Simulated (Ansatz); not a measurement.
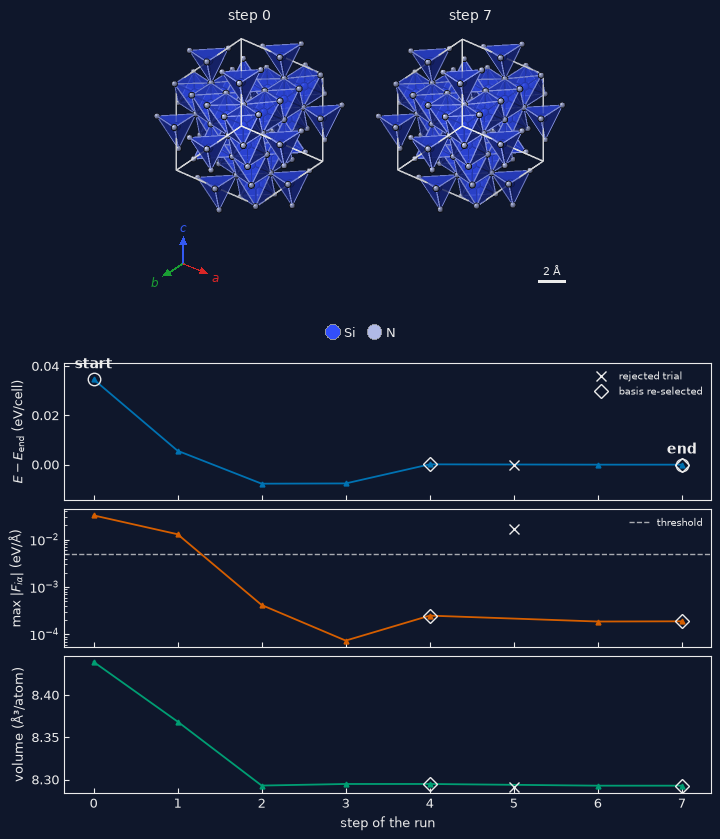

First and last geometry of a relaxation of crystalline Si3N4 (set up in Fd-3m), with the history of the run. Style: polyhedral. Shown: the conventional cell (4 times the calculation's cell), from a free direction. Lengths and directions refer to the drawn axes.

Case: relaxed again under DFT PBEsol, scalar-relativistic, plane waves, PAW.

The calculation used DFT PBEsol, scalar-relativistic, plane waves, PAW in Ansatz. Settings: plane-wave cutoff 420 eV; k-point mesh 6 × 6 × 6; occupations gaussian; smearing width 0.02 eV; no spin polarisation; cell and atoms relaxed; force threshold 0.005 eV/Å; at most 50 steps.

What do the curves and the structures tell?

Answer. It converged. Over 4 accepted moves (7 points after the start) the energy falls by 34.6 meV per cell of the calculation. Largest force component: 0.033 eV/Å at the start, 0.00019 eV/Å at the end. Pressure: −5.28 GPa at the start and −0.04 GPa at the end. The line search rejected the trial step at point 5 of the run. The SCF was repeated twice at an unchanged geometry on a basis and grid sized afresh for the cell, which shifted the energy by 7.7 meV per cell of the calculation at most. No atom moves by more than 0.005 Å relative to the cell. The drawn cell changes as follows: a = b = c 7.789 → 7.744 Å (−0.6 %); the volume changes by −1.7 %. Among the contacts that change: N–Si 1.891 → 1.880 Å, N–Si 1.787 → 1.777 Å. The space group stays Fd-3m (No. 227).
